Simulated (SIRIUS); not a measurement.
# Sn: 7 runs along one coordinate

System: Sn (I4/mmm, 1 atom in the cell).
Method: Kohn-Sham DFT of a periodic cell, PBE, dojo-sr-pbe-0.4.1-standard, no spin polarisation (SIRIUS 7.10.0).

The 7 runs differ only in the geometry, by an even scaling of the cell at fixed fractional positions. The structure derives from a Materials Project entry.

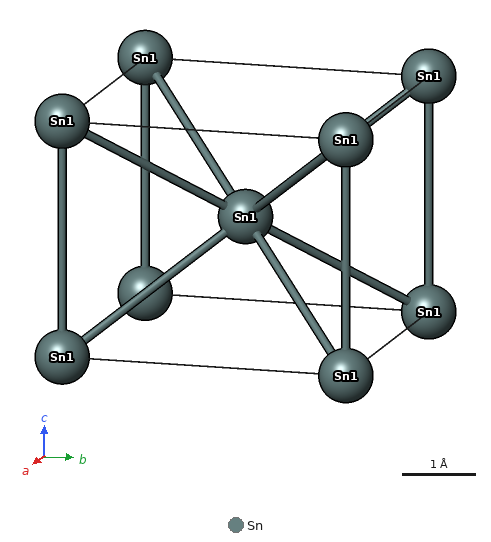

Figure 1. The structure of run 4 (ball-and-stick view of the cell 2 times as large as that of the calculation, set on its symmetry axes, seen slightly off an axis; atoms are numbered from 1 in the order of the input). An atom can appear more than once, as a periodic image.

## Input of run 4
```
{
  "control": {
    "processing_unit": "cpu",
    "verbosity": 2,
    "num_bands_to_print": 14,
    "print_forces": true,
    "print_stress": true
  },
  "parameters": {
    "electronic_structure_method": "pseudopotential",
    "xc_functionals": ["XC_GGA_X_PBE", "XC_GGA_C_PBE"],
    "gk_cutoff": 8.5,
    "pw_cutoff": 17.0,
    "ngridk": [10, 10, 10],
    "shiftk": [0, 0, 0],
    "smearing": "fermi_dirac",
    "smearing_width": 0.0018374661,
    "num_bands": 14,
    "num_mag_dims": 0,
    "num_dft_iter": 100,
    "energy_tol": 1e-08,
    "density_tol": 1e-06
  },
  "iterative_solver": {
    "type": "davidson",
    "min_tolerance": 1e-09,
    "tolerance_scale": [0.1, 0.25]
  },
  "mixer": {
    "type": "anderson",
    "beta": 0.7,
    "max_history": 8
  },
  "settings": {
    "tol_ne": 1e-10,
    "pseudo_grid_cutoff": 6.5
  },
  "unit_cell": {
    "lattice_vectors": [
      [-0.612008841979, 0.612008841979, 0.500889563355],
      [0.612008841979, -0.612008841979, 0.500889563355],
      [0.612008841979, 0.612008841979, -0.500889563355]
    ],
    "lattice_vectors_scale": 6.2656157538,
    "atom_coordinate_units": "lattice",
    "atom_types": ["Sn"],
    "atom_files": {
      "Sn": "Sn.json"
    },
    "atoms": {
      "Sn": [
        [0.0, 0.0, 0.0]
      ]
    }
  }
}
```

Command:
```bash
upf_to_json Sn.upf
OMP_NUM_THREADS=1 sirius.scf --input=sirius.json --output=out.json --task=0
```

Lattice vectors (Å) and fractional positions of run 4:
```
  -2.029189    2.029189    1.660760
   2.029189   -2.029189    1.660760
   2.029189    2.029189   -1.660760
Sn  0.000000  0.000000  0.000000
```

Run 5 has the same physical settings and fractional positions; its lattice vectors (Å) are:
```
  -2.042628    2.042628    1.671759
   2.042628   -2.042628    1.671759
   2.042628    2.042628   -1.671759
```

## Results, with one run withheld

```csv
run,volume per atom (Å³),"free energy per atom, from the lowest run given (meV)",pressure (GPa)
1,25.712,27.06,4.57
2,26.259,13.80,3.19
3,26.806,4.96,1.98
4,27.353,0.00,0.92
5,27.901,?,?
6,28.448,0.01,−0.88
7,28.995,4.26,−1.63
```

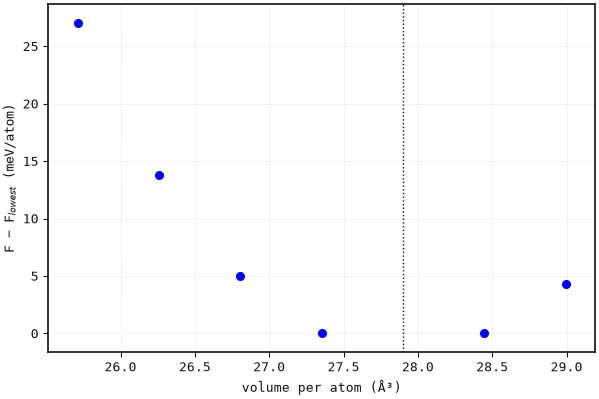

Figure 2. Free energy per atom of the runs given; the dotted line marks run 5.

What should run 5 give?

A cubic polynomial in V^(−2/3) (the Birch–Murnaghan form), fitted to the 6 runs given, misses them by at most 0.01 meV per atom. With x = V^(−2/3) − 0.11051 Å⁻², it reads F = 0.86349 + 2711.7 x + 7.777e+05 x² + 4.1742e+06 x³ (meV per atom). At run 5 it gives −1.52 meV per atom, and the run itself gives −1.53. The slope of the fit gives a pressure −dF/dV of −0.02 GPa there, and the run prints −0.03 GPa. The fit has its minimum at 27.887 Å³ per atom, where V d²F/dV² gives 45.6 GPa. Cell shape and fractional positions are held, so this is the stiffness under even scaling; the relaxed bulk modulus wasn't computed.

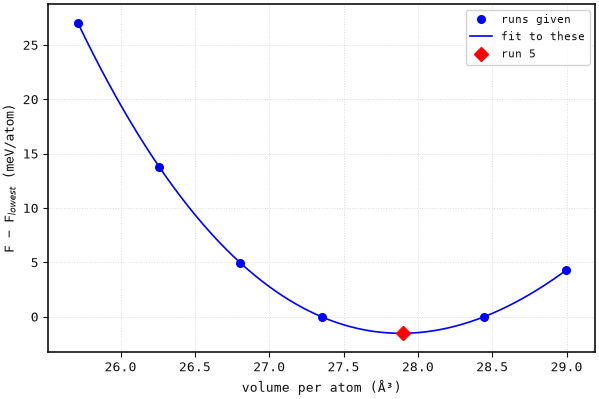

Figure 3. The fit and the withheld run.

## Some lines of the output (run 5)
```
[...]
[find] Total energy                   :     -78.80515454 (Ha),    -157.61030909 (Ry)
[find] Free energy (E-TS)             :     -78.80533714 (Ha),    -157.61067429 (Ry)
[find] Efermi                         :       0.39329837
[find] Total energy                   :     -78.80515457 (Ha),    -157.61030915 (Ry)
[find] Free energy (E-TS)             :     -78.80533719 (Ha),    -157.61067438 (Ry)
[find] Efermi                         :       0.39330125
[find] Total energy                   :     -78.80515459 (Ha),    -157.61030918 (Ry)
[find] Free energy (E-TS)             :     -78.80533720 (Ha),    -157.61067439 (Ry)
[find] Efermi                         :       0.39330279
[find] Total energy                   :     -78.80515459 (Ha),    -157.61030919 (Ry)
[find] Free energy (E-TS)             :     -78.80533720 (Ha),    -157.61067440 (Ry)
[find] Efermi                         :       0.39330268
[find] Efermi                         :       0.39330288
[find] Efermi                         :       0.39330292
```
